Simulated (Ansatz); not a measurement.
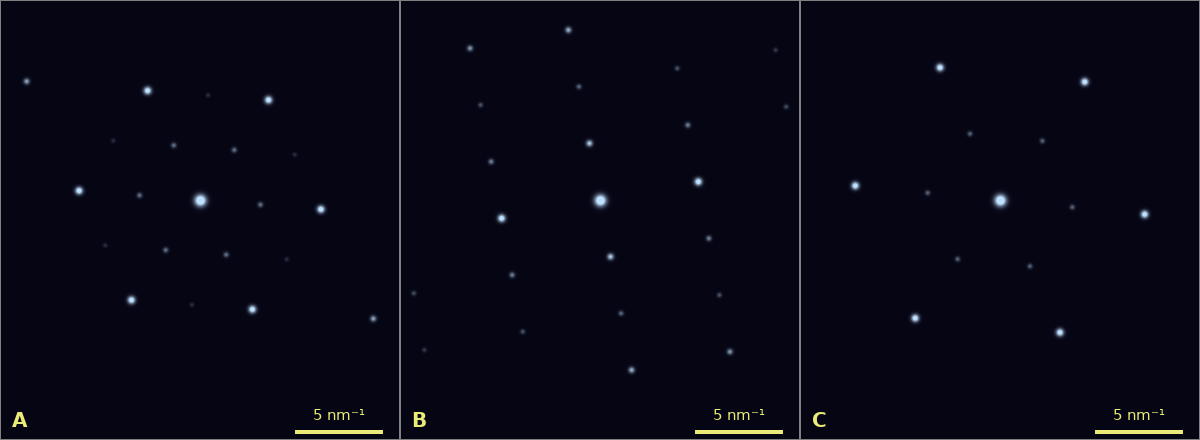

Kinematic electron diffraction patterns (200 kV, B = 0.5 Å², same scale, each along a low-index zone) of three structures of composition MgO3, each relaxed at zero pressure with Ansatz, DFT PBE, scalar-relativistic, plane waves, PAW. Each run keeps the magnetic state that it reached.

The structures (standard cells):
1. Pm-3m (No. 221), a = 3.383 Å, 4 atoms; generated start, possibly hypothetical
2. P6_3/mmc (No. 194), a = 6.034 Å, c = 3.477 Å (hexagonal axes), 8 atoms; generated start, possibly hypothetical
3. Pm-3m (No. 221), a = 4.056 Å, 4 atoms; generated start, possibly hypothetical

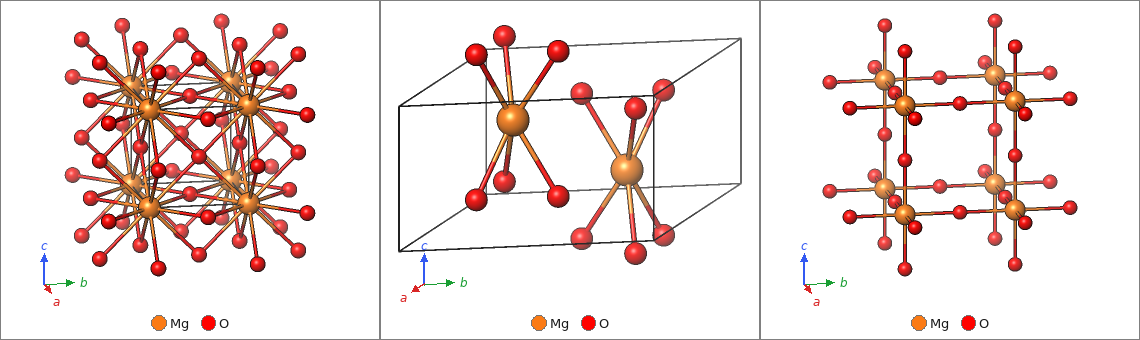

Drawings of the structures 1 to 3, from left to right (each may span several cells).

Which pattern belongs to which structure, and along which zone?

A is structure 3 along [111] or an equivalent direction: hexagonal net of -1 1 0 at d = 2.87 Å and -1 0 1 at d = 2.87 Å, 60.0° apart (some points of this net are extinct or too weak to see). B is structure 2 along [210] or an equivalent direction: rectangular net of 1 -2 0 at d = 3.02 Å and 0 0 2 at d = 1.74 Å, 90.0° apart (some points of this net are extinct or too weak to see). C is structure 1 along [111] or an equivalent direction: hexagonal net of -1 1 0 at d = 2.39 Å and -1 0 1 at d = 2.39 Å, 60.0° apart (some points of this net are extinct or too weak to see).

Rank the structures by their computed energy.

Structure 2 (P6_3/mmc, 13.71 Å³ an atom) is the lowest of these; structure 3 (Pm-3m, 16.69 Å³ an atom) lies about 61 meV an atom higher; structure 1 (Pm-3m, 9.68 Å³ an atom) lies about 120 meV an atom higher. These are static energies at 0 K; other structures, not shown, may lie lower still.
